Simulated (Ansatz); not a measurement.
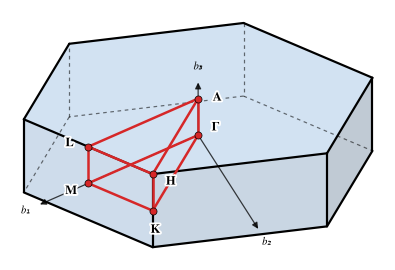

Crystal: Ga, the end point of a relaxation with Ansatz 0.2.0, DFT PBE, scalar-relativistic, plane waves, PAW; the starting structure was generated, so it need not be a known form of this composition. The figure shows the first Brillouin zone with its special points and a band path. Symmetry computed with spglib at a tolerance of 0.002 Å; standard conventional cell.

Labels and path follow the convention of Hinuma et al. (2017), as computed by seekpath; the arrows show the directions of the reciprocal primitive vectors b₁, b₂, b₃.

Question: What lattice type do the shape and the labels point to?

Answer: A primitive hexagonal lattice (hP; extended symbol hP2). The zone is a hexagonal prism in its combinatorial type: 8 faces (6 with 4 edges, 2 with 6 edges), 18 edges, 12 vertices.

Question: Write the standard path through the labelled points.

Answer: Γ–M–K–Γ–A–L–H–A | L–M | H–K
